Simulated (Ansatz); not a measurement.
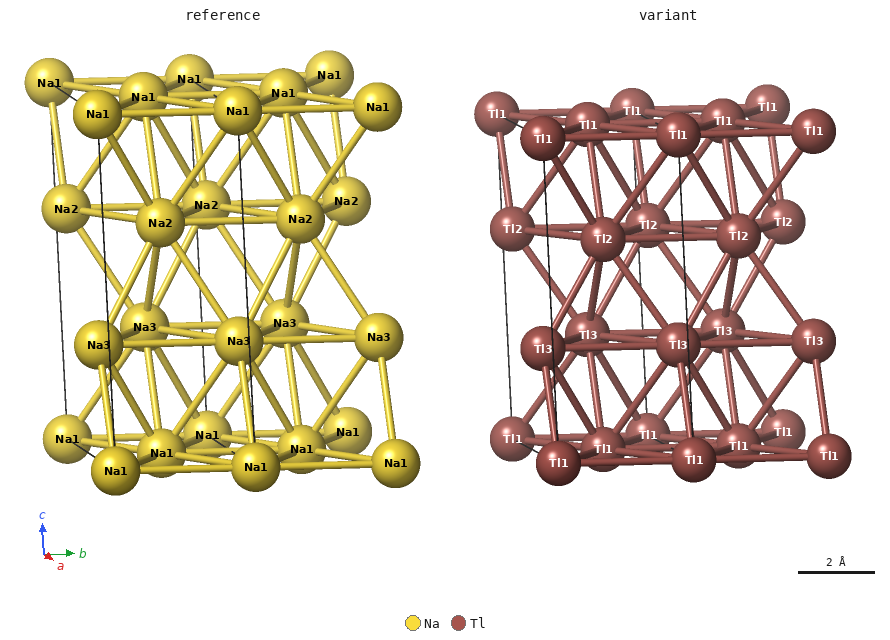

Left: crystalline Na (set up in C2/m). Right: the same structure after one change, at the same scale. Style: ball-and-stick. Shown: the conventional cell (2 times the calculation's cell), repeated 1 × 2 × 1 with one cell outlined, slightly off an axis. Lengths and directions refer to the drawn axes.

All numbers below come from Ansatz, DFT PBE, scalar-relativistic, plane waves, PAW. (plane-wave cutoff 420 eV; k-point mesh 14 × 14 × 6; occupations gaussian; smearing width 0.1 eV; no spin polarisation)

> What distinguishes the right structure from the left one?

Every sodium atom is replaced by thallium, which gives Tl. Cell and atoms are relaxed again (to zero pressure within 0.1 GPa, forces under 0.01 eV/Å).

> How do the computed properties respond?

The volume per atom goes from 37.01 to 31.40 Å³. The volume changes by −15.2 %, with a 6.449 → 6.162 Å (−4.4 %), b 3.761 → 3.634 Å (−3.4 %), c 9.471 → 8.618 Å (−9.0 %), β 104.8° → 102.5°. The space group stays C2/m (No. 12).
